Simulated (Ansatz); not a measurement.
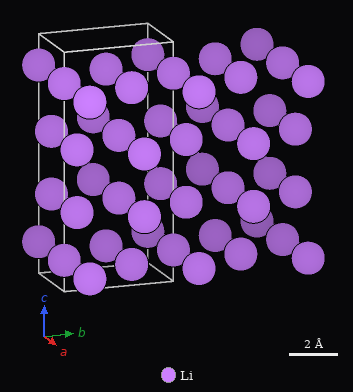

Starting structure of solid Li (built on the black phosphorus_64 type). Style: spheres-only. Shown: the conventional cell (4 times the calculation's cell), repeated 2 × 2 × 1 with one cell outlined, slightly off an axis. Lengths and directions refer to the drawn axes.

Case: black phosphorus type (Cmce, No. 64).

Level of theory: DFT PBEsol, scalar-relativistic, plane waves, PAW in Ansatz 0.2.0.

The input:
```yaml
crystal:
  lattice:
    - [0.0, 2.4372634906, 5.2083169392]
    - [1.5806740567, 0.0, 5.2083169392]
    - [1.5806740567, 2.4372634906, 0.0]
  atoms:
    - { symbol: Li, position: [0.8690653627, 0.8690653627, 0.1309346373] }
    - { symbol: Li, position: [0.1309346373, 0.1309346373, 0.8690653627] }
basis:
  ecutwfc: 420
kpoints:
  mp_grid: { grid: [22, 22, 22] }
hamiltonian:
  xc: pbesol
scf:
  occupations: { method: gaussian, width: 0.1 }
output:
  forces: true
  stress: true
  eigenvalues: true
relax:
  adjacent_minimum: "off"
  f_tol: 0.01
  max_steps: 80
  cell: { stress_tol: 0.05 }
```

Predict the outcome.

After 4 accepted moves (6 points after the start) the energy has fallen by 4.3 meV per cell of the calculation. Largest force component: 0.007 eV/Å at the start, 0.0011 eV/Å at the end. Pressure: 0.18 GPa at the start and −0.01 GPa at the end. The line search rejected the trial step at point 2 of the run. At 1 point the geometry stayed and the basis and grid were re-selected for the new cell (energy shift of less than 0.05 meV per cell of the calculation at most each time). The largest moves relative to the cell, 0.009 Å, are those of Li1 and Li2. Li2 goes along −c. The drawn cell changes as follows: a 3.161 → 3.044 Å (−3.7 %), b 4.875 → 5.053 Å (+3.7 %), c 10.417 → 10.564 Å (+1.4 %); the volume changes by +1.2 %. Some distances before and after: Li1–Li1 3.161 → 3.044 Å, Li1–Li1 (another image) 2.905 → 2.950 Å, Li1–Li2 2.728 → 2.749 Å, Li1–Li2 (another image) 2.941 → 2.955 Å. The space group stays Fmmm (No. 69).

The structure at the end:

```xyz
2
Lattice="0.0000 2.5267 5.2821 1.5221 0.0000 5.2821 1.5221 2.5267 0.0000" Properties=species:S:1:pos:R:3 pbc="T T T"
Li    1.5221    2.5267    9.1897
Li    1.5221    2.5267    1.3745
```

The end point in the same view:

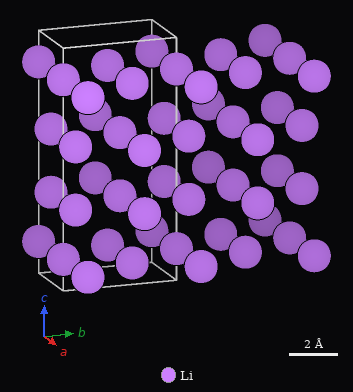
